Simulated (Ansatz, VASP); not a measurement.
# CaO (Lime) in two plane-wave programs

Wanted: the spread between two codes on one cell, functional and k mesh. The cell is taken from a series of runs on this material, whose earlier steps may have relaxed or scaled it; both programs get it as it stands.

Calculated with Ansatz 0.2.0; plane waves, with VASP 6.6.1 beside it; single point at LDA.

### Step 1. The starting structure

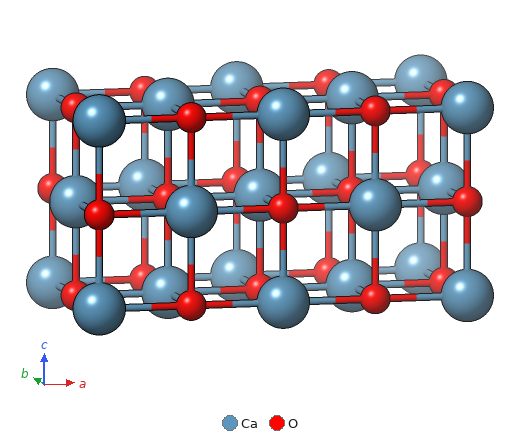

The starting structure, seen slightly off an axis (calcium blue, oxygen red). 2×1×1 cells are drawn. This picture shows the conventional cell, with its axes. Some periodic images of atoms are drawn too.

### Step 2. VASP: single point, LDA

A single point gives forces, pressure and levels at one fixed geometry, so differences don't come from the geometry; what else differs is listed under the comparison.

Lines of VASP's logs that name or quote its potential files are left out, and so is its time.

Contents of INCAR:

```
SYSTEM = CaO
PREC = Accurate
ENCUT = 1230
EDIFF = 1E-06
NELM = 100
ISMEAR = 0
SIGMA = 0.01
LREAL = .FALSE.
ALGO = Normal
GGA = CA
NBANDS = 14
LORBIT = 11
LWAVE = .FALSE.
LCHARG = .FALSE.
KPAR = 2
ISIF = 2
```

Contents of POSCAR:

```
CaO
1.0
    0.0000000000      2.4065000000      2.4065000000
    2.4065000000      0.0000000000      2.4065000000
    2.4065000000      2.4065000000      0.0000000000
Ca O
1 1
Direct
    0.0000000000      0.0000000000      0.0000000000
    0.5000000000      0.5000000000      0.5000000000
```

Contents of KPOINTS:

```
Automatic mesh
0
Gamma
4 4 4
0 0 0
```

PAW data sets: Ca_sv and O_h (LDA family, release 64).

Launch:

```console
mpirun -np 2 vasp_std
```

Numbers of over 12 decimals in the logs are rounded to 6 here.

What it wrote:

```text
[banner, memory and clock lines left out]
running    2 mpi-ranks, on    1 nodes
 distrk:  each k-point on    1 cores,    2 groups
 distr:  one band on    1 cores,    1 groups

 POSCAR found type information on POSCAR CaO
 POSCAR found :  2 types and       2 ions
 LDA part: xc-table for (Slater(with rela. corr.)+CA(PZ))
 , standard interpolation
 POSCAR, INCAR and KPOINTS ok, starting setup
 FFT: planning ... GRIDC
 FFT: planning ... GRID_SOFT
 FFT: planning ... GRID
 WAVECAR not read
 entering main loop
       N       E                     dE             d eps       ncg     rms          rms(c)
DAV:   1     0.187548013805E+03    0.18755E+03   -0.13227E+04   224   0.221E+03
DAV:   2     0.110167110199E+01   -0.18645E+03   -0.17440E+03   266   0.407E+02
DAV:   3    -0.153119829724E+02   -0.16414E+02   -0.15956E+02   292   0.108E+02
DAV:   4    -0.158730581819E+02   -0.56108E+00   -0.56069E+00   292   0.198E+01
DAV:   5    -0.158804125038E+02   -0.73543E-02   -0.73526E-02   292   0.179E+00    0.854E+00
DAV:   6    -0.143241929951E+02    0.15562E+01   -0.55305E+00   278   0.226E+01    0.390E+00
DAV:   7    -0.142239176498E+02    0.10028E+00   -0.59459E-01   264   0.812E+00    0.182E+00
DAV:   8    -0.141914057672E+02    0.32512E-01   -0.97543E-02   266   0.344E+00    0.388E-01
DAV:   9    -0.141901427298E+02    0.12630E-02   -0.69823E-03   298   0.628E-01    0.117E-01
DAV:  10    -0.141902977988E+02   -0.15507E-03   -0.40866E-04   256   0.286E-01    0.460E-02
DAV:  11    -0.141902712340E+02    0.26565E-04   -0.44854E-05   316   0.838E-02    0.903E-03
DAV:  12    -0.141902702475E+02    0.98654E-06   -0.93628E-06   264   0.375E-02
   1 F= -.14190270E+02 E0= -.14190270E+02  d E =-.287437E-96
```

From OUTCAR (step 2):

```text
ion  position               nearest neighbor table
   1  0.000  0.000  0.000-
   2  0.500  0.500  0.500-

  LATTYP: Found a face centered cubic cell.
 ALAT       =     4.8130000000

 Subroutine GETGRP returns: Found 48 space group operations
 (whereof 48 operations were pure point group operations)

The static configuration has the point symmetry O_h .

 Found      8 irreducible k-points:

   k-points           NKPTS =      8   k-points in BZ     NKDIM =      8   number of bands    NBANDS=     14

   dimension x,y,z NGX =    40 NGY =   40 NGZ =   40
   dimension x,y,z NGXF=    80 NGYF=   80 NGZF=   80

   ENCUT  = 1230.0 eV  90.40 Ry    9.51 a.u.   9.73  9.73  9.73*2*pi/ulx,y,z

   NELECT =      16.0000    total number of electrons

 k-points in reciprocal lattice and weights: Automatic mesh
   0.00000000  0.00000000  0.00000000       0.016
   0.25000000  0.00000000  0.00000000       0.125
   0.50000000  0.00000000  0.00000000       0.062
   0.25000000  0.25000000  0.00000000       0.094
   0.50000000  0.25000000  0.00000000       0.375
  -0.25000000  0.25000000  0.00000000       0.188
   0.50000000  0.50000000  0.00000000       0.047
  -0.25000000  0.50000000  0.25000000       0.094

 average (electrostatic) potential at core
       1 -43.6091       2-116.7539

 E-fermi :   2.4215

 k-point     1 :       0.0000    0.0000    0.0000
  band No.  band energies     occupation
    ...
      4     -15.8602      2.00000
      5     -12.9233      2.00000
      6       2.2752      2.00000
      7       2.2752      2.00000
      8       2.2752      2.00000
      9       6.8011      0.00000
     10       8.3684      0.00000
     11       8.3684      0.00000
     12       8.3684      0.00000
     13       9.9213      0.00000
    ...

 k-point     2 :       0.2500    0.0000    0.0000
  band No.  band energies     occupation
    ...
      4     -15.8886      2.00000
      5     -12.2300      2.00000
      6       0.7000      2.00000
      7       1.6003      2.00000
      8       1.6003      2.00000
      9       8.3830      0.00000
     10       8.9505      0.00000
     11       9.3466      0.00000
     12       9.3466      0.00000
     13      11.1907      0.00000
    ...

 k-point     3 :       0.5000    0.0000    0.0000
  band No.  band energies     occupation
    ...
      4     -15.9166      2.00000
      5     -11.6858      2.00000
      6      -0.4274      2.00000
      7       1.0509      2.00000
      8       1.0509      2.00000
      9       9.2080      0.00000
     10      10.5528      0.00000
     11      10.5528      0.00000
     12      10.5537      0.00000
     13      12.6649      0.00000
    ...

  Total       -1.1572098     -1.1572098     -1.1572098     -0.0000000     -0.0000000     -0.0000000
  in kB      -66.5173730    -66.5173730    -66.5173730     -0.0000000     -0.0000000     -0.0000000
  external PRESSURE =     -66.5173730 kB  Pullay stress =       0.0000000 kB

  energy-cutoff  :     1230.00
  volume of cell :       27.87
      direct lattice vectors                 reciprocal lattice vectors
     0.000000000  2.406500000  2.406500000    -0.207770621  0.207770621  0.207770621
     2.406500000  0.000000000  2.406500000     0.207770621 -0.207770621  0.207770621
     2.406500000  2.406500000  0.000000000     0.207770621  0.207770621 -0.207770621

 POSITION                                       TOTAL-FORCE (eV/Angst)
 -----------------------------------------------------------------------------------
      0.00000      0.00000      0.00000        -0.000000     -0.000000     -0.000000
      2.40650      2.40650      2.40650         0.000000      0.000000      0.000000
 -----------------------------------------------------------------------------------
    total drift:                                0.000000     -0.000000      0.000000

  FREE ENERGIE OF THE ION-ELECTRON SYSTEM (eV)
  ---------------------------------------------------
  free  energy   TOTEN  =       -14.1902702475 eV

  energy  without entropy=      -14.1902702475  energy(sigma->0) =      -14.19027025

 total charge
# of ion       s       p       d       tot
------------------------------------------
    1        2.040   5.873   0.306   8.219
    2        1.022   2.303   0.000   3.325
--------------------------------------------------
tot          3.062   8.176   0.306  11.543

[... 3 further parts left out ...]
```

The run ends at a pressure of -6.65 GPa.

### Step 3. Ansatz: single point, LDA

Ansatz runs on its default PAW (the set named soft_2) files.

The same cell, functional (in two slightly different forms), mesh and smearing now go to Ansatz, which takes its cutoff from its data sets.

Contents of input.yaml:

```yaml
crystal:
  lattice:
    - [0.0, 2.4065, 2.4065]
    - [2.4065, 0.0, 2.4065]
    - [2.4065, 2.4065, 0.0]
  atoms:
    - { symbol: Ca, position: [0.0, 0.0, 0.0] }
    - { symbol: O, position: [0.5, 0.5, 0.5] }
hamiltonian:
  xc: lda
  pseudopotentials: { kind: paw }
kpoints:
  mp_grid: { grid: [4, 4, 4] }
scf:
  occupations: { method: gaussian, width: 0.01 }
  n_extra_bands: 4
output:
  forces: true
  stress: true
  eigenvalues: true
```

Launch:

```console
ansatz run input.yaml --threads 2 --pin off --max-ram 4608MiB --backend cpu --events-out ev --progress --plain --runs-dir out
```

What it wrote:

```text
scf.n_extra_bands = 4 over 8 filled bands (N_el = 16.0): the run solves 12 bands
Engine: ansatz 0.2.0, aarch64-unknown-linux-gnu
Pseudopotentials: kind: paw
Pseudopotential: Ca, paw, valence charge 10, recommended cutoff 420 eV (normal), Ca.paw.azcp
Pseudopotential: O, paw, valence charge 6, recommended cutoff 420 eV (normal), O.paw.azcp
Functional definition: SPW92
  exchange = slater_x
  correlation = pw_c
Crystal: 2 atoms, lattice volume = 27.873 Å³
Basis set: ecut = 420 eV, 537 PW (Γ)
Bands: 12, of which v1, the nominal top of the filled ones, is band 8 counted from 1 (7 counted from 0)
Symmetry: 48 space group operations
Space group: Fm-3m (ITA 225), of the structure as read, at distance tolerance 3.0e-5 Å
k-points: 8 of 64
Non-local potential: Ca, projectors of the file, l = 0: 3, l = 1: 2, l = 2: 2
Non-local potential: O, projectors of the file, l = 0: 2, l = 1: 2, l = 2: 1
PAW form: soft (Blöchl's): semilocal exchange-correlation on the pseudo side does not see the compensation charge
PAW frozen core: Ca, regenerated for the run's functional, and the local potential with it (the file was generated under x = pbe(κ = 0.804, μ = 0.219515), c = pbe(β = 0.066725))
PAW frozen core: O, regenerated for the run's functional, and the local potential with it (the file was generated under x = pbe(κ = 0.804, μ = 0.219515), c = pbe(β = 0.066725))
PAW one-centre angular grid: Ca, 110 points (default); XC on 64 Gauss nodes
PAW one-centre angular grid: O, 110 points (default); XC on 64 Gauss nodes
Initial density: superposition of atomic densities (neutral atoms: chi_scale 0, normalization atom), corrected by the library's trained network
Initial wavefunctions: pseudopotential atomic-orbital guess
Functional: x = slater, c = lda
SCF iter   1: F=—  HF=-2331.608837 eV  |F-HF|=—  |Δ(HF+E_count)|=         —  Δρ=1.56e-2  dr2=6.63e-2  ethr=1.77e-3  ⟨swp⟩=7.2  Hψ=667  notcnv=0
preconditioner: auto → none  [insulator: Δε(μ)=3.229 eV  Ē_g=17.770 eV  σ=0.010 eV  W_gap=1.00  n_scr=8 (ndim 8)  ℏωp=26.3 eV  f_vac=0.000  D(μ)=0.00/eV (n_scr^D=0)  ε∞_Penn≈3.2]
SCF iter   2: F=—  HF=-2331.601285 eV  |F-HF|=—  |Δ(HF+E_count)|=   7.55e-3  Δρ=1.39e-2  dr2=4.20e-2  ethr=4.14e-4  ⟨swp⟩=2.0  Hψ=215  notcnv=0
SCF iter   3: F=—  HF=-2331.591098 eV  |F-HF|=—  |Δ(HF+E_count)|=   1.02e-2  Δρ=2.44e-3  dr2=1.10e-3  ethr=2.63e-4  ⟨swp⟩=2.0  Hψ=152  notcnv=0
SCF iter   4: F=—  HF=-2331.590772 eV  |F-HF|=—  |Δ(HF+E_count)|=   3.26e-4  Δρ=6.01e-4  dr2=3.65e-5  ethr=6.87e-6  ⟨swp⟩=3.0  Hψ=188  notcnv=0
SCF iter   5: F=—  HF=-2331.590759 eV  |F-HF|=—  |Δ(HF+E_count)|=   1.27e-5  Δρ=1.57e-4  dr2=6.29e-6  ethr=2.28e-7  ⟨swp⟩=2.0  Hψ=128  notcnv=0
SCF iter   6: F=—  HF=-2331.590758 eV  |F-HF|=—  |Δ(HF+E_count)|=   1.39e-6  Δρ=2.22e-5  dr2=1.14e-7  ethr=3.93e-8  ⟨swp⟩=2.0  Hψ=119  notcnv=0
SCF iter   7: F=-2331.590758 eV  HF=-2331.590758 eV  |F-HF|=1.48e-9  |Δ(HF+E_count)|=   2.31e-8  Δρ=3.03e-6  dr2=2.11e-9  ethr=6.25e-10  ⟨swp⟩=3.9  Hψ=277  notcnv=0
SCF 1 converged in 7 iterations: F = -2331.590758 eV  dr2 = 2.11e-9
  greatest PAW one-centre occupation: 0.996 electrons in one spin orbital (limit 2), on the Ca atom at site 0 (counted from 0), in its partial waves of l = 0
SCF converged after 7 iterations
Free energy (F): -2331.590758 eV
Harris-Foulkes:  -2331.590758 eV  (|F-HF|=1.48e-9)
Internal energy: -2331.590758 eV  (E = F + TS)
E sigma→0 (E₀):  -2331.590758 eV
Fermi energy:    8.987279 eV
--- Per-component energies (eV) ---
  E_band       = -105.228176
  E_kinetic    = 453.478017
  E_local      = -894.859102  (includes V_loc(G=0)·N_el)
  E_nonlocal   = 116.713985
  E_hartree    = 293.731310
  E_xc         = -209.515805
  E_vxc        = -265.601746  (∫ρ·V_xc dr)
  E_paw        = -963.141834  (= ΣΔE_a)
  E_vpaw       = -102.425561  (= ΣTr[D̂ρ^β])
  E_aug_tail   = 0.002481  (compensation charges beyond the density's cutoff)
  E_ewald      = -1128.379897
  E_core_change = 0.380087  (= ΣΔE_core)
  E_smearing   = -0.000000  (= −TS)
  E_closure    = 0.000000  (closes the sum)
  Σ components = -2331.590758   (vs F -2331.590758, Δ=0.00e0)
--- Forces (eV/Å), atoms counted from 1 ---
  atom   1  Ca    -0.00000000     0.00000000     0.00000000
  atom   2  O      0.00000000    -0.00000000    -0.00000000
  max |Σ_I F_I| component: 1.89e-29 eV/Å
--- Stress (GPa, compression-positive) ---
       -7.339224      -0.000000       0.000000
        0.000000      -7.339224      -0.000000
        0.000000      -0.000000      -7.339224
  P = ⅓ Tr σ = -7.3392 GPa (-73.392 kbar)
--- Band table (eV; the first three rows and the last of 8) ---
  k-point 0: bands = [... 4 lower, -7.9534, 7.2474, 7.2474, 7.2474, 11.7734, 13.3563, 13.3563, 13.3563]
  k-point 1: bands = [... 4 lower, -7.2708, 5.6790, 6.5807, 6.5807, 13.3642, 13.9245, 14.3279, 14.3279]
  k-point 2: bands = [... 4 lower, -6.7330, 4.5571, 6.0370, 6.0370, 14.1880, 15.5210, 15.5283, 15.5283]
  k-point 7: bands = [... 4 lower, -7.3103, 5.9463, 6.1723, 6.1723, 13.4338, 13.4338, 15.5877, 16.7554]
```

Reading the cycles: dr2 is the Hartree energy of the density residual (eV), the measure of convergence; HF is the Harris–Foulkes estimate of the energy, which meets the free energy F at convergence.

The run ends at a pressure of -7.34 GPa.

### Step 4. Side by side

Known differences besides the PAW data sets themselves: the two LDA forms differ slightly; the cutoff is 420 eV in Ansatz and 1230 eV in VASP; Ansatz makes its cores anew for this functional, VASP keeps those of its LDA data sets. Total energies have different zeros and are not compared.

Compared:

```tsv
quantity	Ansatz	VASP	difference
pressure (GPa)	-7.34	-6.65	-0.69
gap on the k mesh (eV)	3.480	3.456	+0.024
```

Ansatz's pressure holds a Pulay correction of 0.63 GPa; VASP's holds none.

### Step 5. Outcome

```json
{
 "difference in gap on the k mesh (single point, LDA)": "0.024 eV",
 "difference in pressure (single point, LDA)": "-0.69 GPa"
}
```

In words: The difference in pressure is -0.69 GPa (single point, LDA), within the 1 GPa picked in this series as the mark of a large difference. Differences of this kind measure data sets and numerical settings, not the functional's error against experiment.

[Lines on the potential files, build, host, timing and source positions are cut from VASP's logs without a mark.]

[Logs are printed without paths, hosts, clocks, repeated set-up lines and the standing remarks that a program may print on its own settings, such as how far it seeks lower states.]

[Hosts, paths, dates, database ids (printed as entryN), source tags and the programs' standing remarks are cut or masked in the printed files.]
